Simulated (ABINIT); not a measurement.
SiO₂: effective mass calculation (part 2 of 2)

The same run, continued: SiO₂ (6 atoms in the cell); Kohn-Sham DFT of a periodic cell, PBE, PseudoDojo NC SR PBE v0.4.1 standard, no spin polarisation (ABINIT 10.8.3); cutoff 952.4 eV, 4×4×7 k-mesh, fixed occupations. The structure derives from a Materials Project entry.

Geometry of the input (Å; fractional positions):
```
4.2332  0.0000  0.0000
0.0000  4.2332  0.0000
0.0000  0.0000  2.6935
Si 0.0000  0.0000  0.0000
Si 0.5000  0.5000  0.5000
O  0.8068  0.1932  0.5000
O  0.3068  0.3068  0.0000
O  0.1932  0.8068  0.5000
O  0.6932  0.6932  0.0000
```

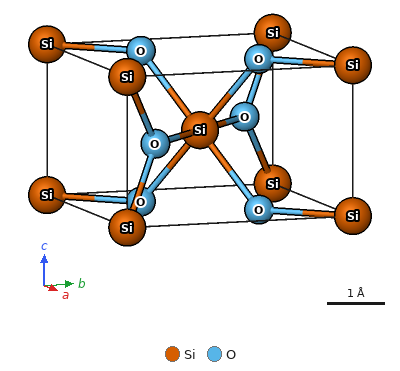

**Figure 1.** The input geometry (ball-and-stick view of the cell of the calculation, seen slightly off an axis). An atom can appear more than once, as a periodic image.

**What the program printed, continued**
```
 Cartesian components of stress tensor (hartree/bohr^3)
  sigma(1 1)=  1.04942009E-04  sigma(3 2)=  0.00000000E+00
  sigma(2 2)=  1.04942009E-04  sigma(3 1)=  0.00000000E+00
  sigma(3 3)=  1.17455041E-04  sigma(2 1)=  0.00000000E+00

-Cartesian components of stress tensor (GPa)         [Pressure= -3.2102E+00 GPa]
- sigma(1 1)=  3.08750049E+00  sigma(3 2)=  0.00000000E+00
- sigma(2 2)=  3.08750049E+00  sigma(3 1)=  0.00000000E+00
- sigma(3 3)=  3.45564663E+00  sigma(2 1)=  0.00000000E+00

================================================================================
== DATASET  2 ==================================================================

--- !DatasetInfo
iteration_state: {dtset: 2, }
dimensions: {natom: 6, nkpt: 1, mband: 22, nsppol: 1, nspinor: 1, nspden: 1, mpw: 3217, }
cutoff_energies: {ecut:  35.0, pawecutdg:  -1.0, }
electrons: {nelect:   3.20000000E+01, charge:   0.00000000E+00, occopt:   1.00000000E+00, tsmear:   1.00000000E-02, }
meta: {optdriver: 0, ionmov: 0, optcell: 0, iscf: -2, paral_kgb: 0, }
...

 mkfilename : getden/=0, take file _DEN from output of DATASET   1.

 Exchange-correlation functional for the present dataset will be:
  GGA: Perdew-Burke-Ernzerhof functional - ixc=11
  J.P.Perdew, K.Burke, M.Ernzerhof, PRL 77, 3865 (1996)

 Real(R)+Recip(G) space primitive vectors, cartesian coordinates (Bohr,Bohr^-1):
 R(1)=  7.9995301  0.0000000  0.0000000  G(1)=  0.1250073  0.0000000  0.0000000
 R(2)=  0.0000000  7.9995301  0.0000000  G(2)=  0.0000000  0.1250073  0.0000000
 R(3)=  0.0000000  0.0000000  5.0899679  G(3)=  0.0000000  0.0000000  0.1964649
 Unit cell volume ucvol=  3.2571967E+02 bohr^3
 Angles (23,13,12)=  9.00000000E+01  9.00000000E+01  9.00000000E+01 degrees

 getcut: wavevector=  0.0000  0.0000  0.0000  ngfft=  45  45  30
         ecut(hartree)=     35.000   => boxcut(ratio)=   2.06533
--------------------------------------------------------------------------------

================================================================================
 Non-SCF case, kpt    1 (  0.00000  0.00000  0.00000), residuals and eigenvalues=
  3.05E-21  4.63E-21  2.29E-21  9.79E-21  6.96E-21  8.07E-21  8.45E-21  9.26E-21
  6.36E-21  6.23E-21  4.49E-21  4.55E-21  7.52E-21  3.73E-21  9.54E-21  3.22E-21
  9.12E-21  4.33E-21  7.27E-21  5.07E-21  2.07E-14  3.22E-12
 -5.7935E-01 -4.5209E-01 -4.5208E-01 -4.4582E-01 -1.5506E-01  5.9242E-03
  5.9248E-03  1.7086E-02  4.2476E-02  5.1872E-02  1.2233E-01  1.2233E-01
  1.4196E-01  2.0262E-01  2.0262E-01  2.3396E-01  4.2049E-01  4.7730E-01
  5.4022E-01  5.4022E-01  6.4256E-01  6.5722E-01

--- !ResultsGS
iteration_state: {dtset: 2, }
comment   : Summary of ground state results
lattice_vectors:
- [  7.9995301,   0.0000000,   0.0000000, ]
- [  0.0000000,   7.9995301,   0.0000000, ]
- [  0.0000000,   0.0000000,   5.0899679, ]
lattice_lengths: [   7.99953,    7.99953,    5.08997, ]
lattice_angles: [ 90.000,  90.000,  90.000, ] # degrees, (23, 13, 12)
lattice_volume:   3.2571967E+02
convergence: {deltae:  0.000E+00, res2:  0.000E+00, residm:  9.791E-21, diffor:  0.000E+00, }
etotal    :  -7.48656985E+01
entropy   :   0.00000000E+00
fermie    :   2.33955046E-01
cartesian_stress_tensor: null
pressure_GPa: null
xred      :
- [  0.0000E+00,   0.0000E+00,   0.0000E+00, Si]
- [  5.0000E-01,   5.0000E-01,   5.0000E-01, Si]
- [  8.0684E-01,   1.9316E-01,   5.0000E-01,  O]
- [  3.0684E-01,   3.0684E-01,   0.0000E+00,  O]
- [  1.9316E-01,   8.0684E-01,   5.0000E-01,  O]
- [  6.9316E-01,   6.9316E-01,   0.0000E+00,  O]
cartesian_forces: null
force_length_stats: {min: null, max: null, mean: null, }
...

 Integrated electronic density in atomic spheres:
 ------------------------------------------------
 Atom  Sphere_radius  Integrated_density
    1        2.00000          1.97593471
    2        2.00000          1.97301555
    3        2.00000          6.53730252
    4        2.00000          6.53313896
    5        2.00000          6.53730252
    6        2.00000          6.53313896
================================================================================

 ----iterations are completed or convergence reached----

 Mean square residual over all n,k,spin=   61.961E-22; max=  97.914E-22
 reduced coordinates (array xred) for    6 atoms
       0.000000000000      0.000000000000      0.000000000000
       0.500000000000      0.500000000000      0.500000000000
       0.806839000000      0.193161000000      0.500000000000
       0.306839000000      0.306839000000      0.000000000000
       0.193161000000      0.806839000000      0.500000000000
       0.693161000000      0.693161000000      0.000000000000

 cartesian coordinates (angstrom) at end:
    1      0.00000000000000     0.00000000000000     0.00000000000000
    2      2.11658450000000     2.11658450000000     1.34674750000000
    3      3.41548584279100     0.81768315720900     1.34674750000000
    4      1.29890134279100     1.29890134279100     0.00000000000000
    5      0.81768315720900     3.41548584279100     1.34674750000000
    6      2.93426765720900     2.93426765720900     0.00000000000000
 length scales=  1.889726125908  1.889726125908  1.889726125908 bohr
              =  1.000000000000  1.000000000000  1.000000000000 angstroms
 Eigenvalues (hartree) for nkpt=   1  k points:
 kpt#   1, nband= 22, wtk=  1.00000, kpt=  0.0000  0.0000  0.0000 (reduced coord)
  -0.57935   -0.45209   -0.45208   -0.44582   -0.15506    0.00592    0.00592    0.01709
   0.04248    0.05187    0.12233    0.12233    0.14196    0.20262    0.20262    0.23396
   0.42049    0.47730    0.54022    0.54022    0.64256    0.65722

================================================================================
== DATASET  3 ==================================================================

--- !DatasetInfo
iteration_state: {dtset: 3, }
dimensions: {natom: 6, nkpt: 1, mband: 22, nsppol: 1, nspinor: 1, nspden: 1, mpw: 3217, }
cutoff_energies: {ecut:  35.0, pawecutdg:  -1.0, }
electrons: {nelect:   3.20000000E+01, charge:   0.00000000E+00, occopt:   1.00000000E+00, tsmear:   1.00000000E-02, }
meta: {optdriver: 1, rfelfd: 2, }
...

 mkfilename : getwfk/=0, take file _WFK from output of DATASET   2.

 mkfilename : getden/=0, take file _DEN from output of DATASET   1.

 Exchange-correlation functional for the present dataset will be:
  GGA: Perdew-Burke-Ernzerhof functional - ixc=11
  J.P.Perdew, K.Burke, M.Ernzerhof, PRL 77, 3865 (1996)

 Real(R)+Recip(G) space primitive vectors, cartesian coordinates (Bohr,Bohr^-1):
 R(1)=  7.9995301  0.0000000  0.0000000  G(1)=  0.1250073  0.0000000  0.0000000
 R(2)=  0.0000000  7.9995301  0.0000000  G(2)=  0.0000000  0.1250073  0.0000000
 R(3)=  0.0000000  0.0000000  5.0899679  G(3)=  0.0000000  0.0000000  0.1964649
 Unit cell volume ucvol=  3.2571967E+02 bohr^3
 Angles (23,13,12)=  9.00000000E+01  9.00000000E+01  9.00000000E+01 degrees
 setup1 : take into account q-point for computing boxcut.

 getcut: wavevector=  0.0000  0.0000  0.0000  ngfft=  45  45  30
         ecut(hartree)=     35.000   => boxcut(ratio)=   2.06533

--- Pseudopotential description ------------------------------------------------
- pspini: atom type   1  psp file is ./Si.upf
  14.00000   4.00000  171031                  znucl, zion, pspdat
12 -101130 2 -1 1510                          pspcod,pspxc,lmax,lloc,mmax
     nproj     2     2     2

- pspini: atom type   2  psp file is ./O.upf
   8.00000   6.00000  171031                  znucl, zion, pspdat
12 -101130 2 -1 936                           pspcod,pspxc,lmax,lloc,mmax
     nproj     2     2     1

--------------------------------------------------------------------------------

 ==>  initialize data related to q vector <==

 The list of irreducible perturbations for this q vector is:
    1)    idir= 1    ipert=   7
    2)    idir= 2    ipert=   7
    3)    idir= 3    ipert=   7

================================================================================

--------------------------------------------------------------------------------
 Perturbation wavevector (in red.coord.)   0.000000  0.000000  0.000000
 Perturbation : derivative vs k along direction   1
 The set of symmetries contains only one element for this perturbation.
 symkpt : not enough symmetry to change the number of k points.

--------------------------------------------------------------------------------

--------------------------------------------------------------------------------

 Initialisation of the first-order wave-functions :
  ireadwf=   0

--- !BeginCycle
iteration_state: {dtset: 3, }
solver: {iscf: -3, nstep: 200, nline: 4, wfoptalg: 0, }
tolerances: {tolwfr: 1.00E-20, }
...

     iter   2DEtotal(Ha)        deltaE(Ha) residm    vres2
-ETOT  1  -22.288846353489     -2.229E+01 2.644E-02 0.000E+00
 ETOT  2  -22.306604381223     -1.776E-02 4.885E-04 0.000E+00
 ETOT  3  -22.306617025346     -1.264E-05 5.009E-06 0.000E+00
 ETOT  4  -22.306617056147     -3.080E-08 1.753E-07 0.000E+00
 ETOT  5  -22.306617056289     -1.417E-10 3.546E-09 0.000E+00
 ETOT  6  -22.306617056290     -9.237E-13 1.178E-10 0.000E+00
 ETOT  7  -22.306617056290     -3.908E-14 2.603E-12 0.000E+00
 ETOT  8  -22.306617056290     -4.263E-14 8.686E-14 0.000E+00
 ETOT  9  -22.306617056290     -7.105E-15 1.937E-15 0.000E+00
 ETOT 10  -22.306617056290      0.000E+00 6.542E-17 0.000E+00
 ETOT 11  -22.306617056290     -7.105E-15 1.457E-18 0.000E+00
 ETOT 12  -22.306617056290      0.000E+00 4.985E-20 0.000E+00
 ETOT 13  -22.306617056290      1.066E-14 6.563E-21 0.000E+00

 At SCF step   13   max residual=  6.56E-21 < tolwfr=  1.00E-20 =>converged.
================================================================================

 ----iterations are completed or convergence reached----

 Mean square residual over all n,k,spin=   43.415E-22; max=  65.633E-22
 dfpt_looppert : ek2=    3.9483056187E+01
          f-sum rule ratio=    1.1669602709E+00
 Expectation of eigenvalue derivatives (hartree) for nkpt=   1  k points:
  (in case of degenerate eigenvalues, averaged derivative)
 kpt#   1, nband= 22, wtk=  1.00000, kpt=  0.0000  0.0000  0.0000 (reduced coord)
   0.00000    0.00000   -0.00000   -0.00000    0.00000    0.00000    0.00000    0.00000
  -0.00000    0.00000   -0.00000   -0.00000   -0.00000   -0.00000   -0.00000    0.00000
   0.00000   -0.00000   -0.00000    0.00000    0.00000    0.00000

 2DEtotal=   -0.2230661706E+02 Ha. Also 2DEtotal=   -0.606993972560E+03 eV
    (  non-var. 2DEtotal :   -2.2306617056E+01 Ha)

--------------------------------------------------------------------------------
 Perturbation wavevector (in red.coord.)   0.000000  0.000000  0.000000
 Perturbation : derivative vs k along direction   2
 The set of symmetries contains only one element for this perturbation.
 symkpt : not enough symmetry to change the number of k points.

--------------------------------------------------------------------------------

--------------------------------------------------------------------------------

 Initialisation of the first-order wave-functions :
  ireadwf=   0

--- !BeginCycle
iteration_state: {dtset: 3, }
solver: {iscf: -3, nstep: 200, nline: 4, wfoptalg: 0, }
tolerances: {tolwfr: 1.00E-20, }
...

     iter   2DEtotal(Ha)        deltaE(Ha) residm    vres2
-ETOT  1  -22.288846130263     -2.229E+01 2.644E-02 0.000E+00
 ETOT  2  -22.306604158025     -1.776E-02 4.885E-04 0.000E+00
 ETOT  3  -22.306616802143     -1.264E-05 5.009E-06 0.000E+00
 ETOT  4  -22.306616832950     -3.081E-08 1.753E-07 0.000E+00
 ETOT  5  -22.306616833092     -1.420E-10 3.546E-09 0.000E+00
 ETOT  6  -22.306616833093     -9.983E-13 1.178E-10 0.000E+00
 ETOT  7  -22.306616833093     -3.197E-14 2.603E-12 0.000E+00
 ETOT  8  -22.306616833093      5.329E-14 8.686E-14 0.000E+00
 ETOT  9  -22.306616833093     -7.105E-15 1.937E-15 0.000E+00
 ETOT 10  -22.306616833093     -3.553E-15 6.542E-17 0.000E+00
 ETOT 11  -22.306616833093      3.553E-15 1.457E-18 0.000E+00
 ETOT 12  -22.306616833093     -3.553E-15 4.985E-20 0.000E+00
 ETOT 13  -22.306616833093      0.000E+00 7.090E-21 0.000E+00

 At SCF step   13   max residual=  7.09E-21 < tolwfr=  1.00E-20 =>converged.
================================================================================

 ----iterations are completed or convergence reached----

 Mean square residual over all n,k,spin=   45.124E-22; max=  70.896E-22
 dfpt_looppert : ek2=    3.9483056187E+01
          f-sum rule ratio=    1.1669602594E+00
 Expectation of eigenvalue derivatives (hartree) for nkpt=   1  k points:
  (in case of degenerate eigenvalues, averaged derivative)
 kpt#   1, nband= 22, wtk=  1.00000, kpt=  0.0000  0.0000  0.0000 (reduced coord)
  -0.00000   -0.00000   -0.00000    0.00000    0.00000   -0.00000    0.00000   -0.00000
  -0.00000    0.00000    0.00000    0.00000   -0.00000   -0.00000    0.00000    0.00000
   0.00000   -0.00000    0.00000    0.00000   -0.00000   -0.00000

 2DEtotal=   -0.2230661683E+02 Ha. Also 2DEtotal=   -0.606993966486E+03 eV
    (  non-var. 2DEtotal :   -2.2306616833E+01 Ha)

--------------------------------------------------------------------------------
 Perturbation wavevector (in red.coord.)   0.000000  0.000000  0.000000
 Perturbation : derivative vs k along direction   3
 The set of symmetries contains only one element for this perturbation.
 symkpt : not enough symmetry to change the number of k points.

--------------------------------------------------------------------------------

--------------------------------------------------------------------------------

 Initialisation of the first-order wave-functions :
  ireadwf=   0

--- !BeginCycle
iteration_state: {dtset: 3, }
solver: {iscf: -3, nstep: 200, nline: 4, wfoptalg: 0, }
tolerances: {tolwfr: 1.00E-20, }
...

     iter   2DEtotal(Ha)        deltaE(Ha) residm    vres2
-ETOT  1  -74.629549256578     -7.463E+01 2.479E-02 0.000E+00
 ETOT  2  -74.640345892567     -1.080E-02 5.231E-05 0.000E+00
 ETOT  3  -74.640356928411     -1.104E-05 7.683E-08 0.000E+00
 ETOT  4  -74.640356961839     -3.343E-08 4.908E-10 0.000E+00
 ETOT  5  -74.640356961970     -1.310E-10 1.088E-12 0.000E+00
 ETOT  6  -74.640356961970     -5.684E-13 7.857E-15 0.000E+00
 ETOT  7  -74.640356961970      7.105E-14 1.759E-17 0.000E+00
 ETOT  8  -74.640356961970      2.842E-14 1.304E-19 0.000E+00
 ETOT  9  -74.640356961970     -2.842E-14 8.301E-21 0.000E+00

 At SCF step    9   max residual=  8.30E-21 < tolwfr=  1.00E-20 =>converged.
================================================================================

 ----iterations are completed or convergence reached----

 Mean square residual over all n,k,spin=   40.854E-22; max=  83.011E-22
 dfpt_looppert : ek2=    9.7523578473E+01
          f-sum rule ratio=    1.6367124382E+00
 Expectation of eigenvalue derivatives (hartree) for nkpt=   1  k points:
  (in case of degenerate eigenvalues, averaged derivative)
 kpt#   1, nband= 22, wtk=  1.00000, kpt=  0.0000  0.0000  0.0000 (reduced coord)
   0.00000   -0.00000   -0.00000    0.00000    0.00000   -0.00000   -0.00000    0.00000
   0.00000   -0.00000   -0.00000   -0.00000    0.00000   -0.00000    0.00000    0.00000
  -0.00000    0.00000   -0.00000   -0.00000    0.00000   -0.00000

 2DEtotal=   -0.7464035696E+02 Ha. Also 2DEtotal=   -0.203106758283E+04 eV
    (  non-var. 2DEtotal :   -7.4640356962E+01 Ha)

 CALCULATION OF EFFECTIVE MASSES
 NOTE : Additional infos (eff. mass eigenvalues, eigenvectors and, if degenerate, average mass) are available in stdout.

 K-point ( 0.000, 0.000, 0.000) | band =    16
 Effective mass tensor:
             -1.1085708304              0.0000087376             -0.0000000000
              0.0000087376             -1.1085708305             -0.0000000000
             -0.0000000000             -0.0000000000             -1.9317643523
 Effective mass tensor eigenvalues:
             -1.9317643523             -1.1085795680             -1.1085620929
 Angular average effective mass 1/(<1/m>)=  -1.2921086537
 Angular average effective mass for Frohlich model (<m**0.5>)**2=  -1.3160589870
 Effective masses along directions: (cart. coord. / red. coord. -> eff. mass)
    1:   1.000000  0.000000  0.000000 /   1.000000  0.000000  0.000000 ->  -1.1085708304
    2:   0.000000  1.000000  0.000000 /   0.000000  1.000000  0.000000 ->  -1.1085708304
    3:   0.000000  0.000000  1.000000 /   0.000000  0.000000  1.000000 ->  -1.9317643523
    4:   0.707107  0.707107  0.000000 /   0.707107  0.707107  0.000000 ->  -1.1085620929
    5:   0.577350  0.577350  0.577350 /   0.644845  0.644845  0.410304 ->  -1.2921007403

 K-point ( 0.000, 0.000, 0.000) | band =    17
 Effective mass tensor:
              0.4597745544             -0.0000019934              0.0000000032
             -0.0000019934              0.4597745544              0.0000000034
              0.0000000032              0.0000000034              0.3691805219
 Effective mass tensor eigenvalues:
              0.3691805219              0.4597725610              0.4597765478
 Angular average effective mass 1/(<1/m>)=   0.4250098491
 Angular average effective mass for Frohlich model (<m**0.5>)**2=   0.4264261348
 Effective masses along directions: (cart. coord. / red. coord. -> eff. mass)
    1:   1.000000  0.000000  0.000000 /   1.000000  0.000000  0.000000 ->   0.4597745544
    2:   0.000000  1.000000  0.000000 /   0.000000  1.000000  0.000000 ->   0.4597745544
    3:   0.000000  0.000000  1.000000 /   0.000000  0.000000  1.000000 ->   0.3691805219
    4:   0.707107  0.707107  0.000000 /   0.707107  0.707107  0.000000 ->   0.4597725610
    5:   0.577350  0.577350  0.577350 /   0.644845  0.644845  0.410304 ->   0.4250087183

 END OF EFFECTIVE MASSES SECTION

================================================================================

 ---- first-order wavefunction calculations are completed ----

 Total localisation tensor (bohr^2) in cartesian coordinates
  WARNING : still subject to testing - especially symmetries.
      direction              matrix element
   alpha     beta       real part   imaginary part
     1        1       0.8060788556    0.0000000000
     1        2       0.0000000000    0.0000000000
     1        3       0.0000000000    0.0000000000
     2        1       0.0000000000    0.0000000000
     2        2       0.8060788395    0.0000000000
     2        3       0.0000000000    0.0000000000
     3        1       0.0000000000    0.0000000000
     3        2       0.0000000000    0.0000000000
     3        3       1.3090198635    0.0000000000

 respfn : d/dk was computed, but no 2DTE, so no DDB output.

== END DATASET(S) ==============================================================
================================================================================

 -outvars: echo values of variables after computation  --------
            acell      1.8897261259E+00  1.8897261259E+00  1.8897261259E+00 Bohr
           etotal1    -7.4865698487E+01
           etotal3    -7.4640356962E+01
            fcart1    -0.0000000000E+00 -0.0000000000E+00 -0.0000000000E+00
                      -0.0000000000E+00 -0.0000000000E+00 -0.0000000000E+00
                       3.9314074688E-04 -3.9314074688E-04 -0.0000000000E+00
                       3.9314074688E-04  3.9314074688E-04 -0.0000000000E+00
                      -3.9314074688E-04  3.9314074688E-04 -0.0000000000E+00
                      -3.9314074688E-04 -3.9314074688E-04 -0.0000000000E+00
            rprim      4.2331690000E+00  0.0000000000E+00  0.0000000000E+00
                       0.0000000000E+00  4.2331690000E+00  0.0000000000E+00
                       0.0000000000E+00  0.0000000000E+00  2.6934950000E+00
           strten1     1.0494200855E-04  1.0494200855E-04  1.1745504146E-04
                       0.0000000000E+00  0.0000000000E+00  0.0000000000E+00
           xangst      0.0000000000E+00  0.0000000000E+00  0.0000000000E+00
                       2.1165845000E+00  2.1165845000E+00  1.3467475000E+00
                       3.4154858428E+00  8.1768315721E-01  1.3467475000E+00
                       1.2989013428E+00  1.2989013428E+00  0.0000000000E+00
                       8.1768315721E-01  3.4154858428E+00  1.3467475000E+00
                       2.9342676572E+00  2.9342676572E+00  0.0000000000E+00
             xred      0.0000000000E+00  0.0000000000E+00  0.0000000000E+00
                       5.0000000000E-01  5.0000000000E-01  5.0000000000E-01
                       8.0683900000E-01  1.9316100000E-01  5.0000000000E-01
                       3.0683900000E-01  3.0683900000E-01  0.0000000000E+00
                       1.9316100000E-01  8.0683900000E-01  5.0000000000E-01
                       6.9316100000E-01  6.9316100000E-01  0.0000000000E+00
 Calculation completed.
```

**Summary**

```csv
quantity,value
outcome,converged
space group (tolerance 0.01 Å),P4₂/mnm (136)
electrons treated,32
free energy,−2037.1994 eV
Fermi energy,6.366 eV
pressure,−3.21 GPa
largest force (length of the vector),0.029 eV/Å
hardware,"1 thread of Intel Xeon (Sapphire Rapids), 128 GiB of memory available, shared host"
wall time,51 s
peak memory,0.21 GiB
```

**Notes**

Points of doubt noted for this run: cutoff too low for stress.
